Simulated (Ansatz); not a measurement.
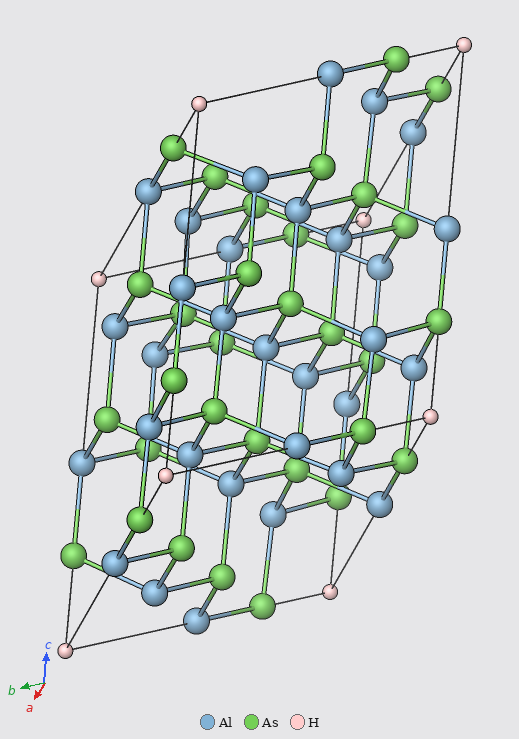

The figure gives a ball-and-stick picture of the atoms, viewed from a general direction. The box is the simulation cell; atoms on or close to its faces, edges and corners are drawn wherever they repeat.

Describe the arrangement of the atoms.

- Chemical formula Al16As16H.
- In the cell are 16 Al, 16 As, 1 H, which makes 1 formula unit.
- Al is linked to four As in a tetrahedral arrangement. Each As atom has four Al in a tetrahedral arrangement around it.
- The bonds build a three-dimensional framework; H atoms stand without bonds in the drawing.

Starting structure: a structure listed in the Materials Project, repeated into a supercell with a point defect put in. The atoms were relaxed in a fixed cell with DFT PBE, scalar-relativistic, plane waves, PAW (Ansatz 0.2.0).
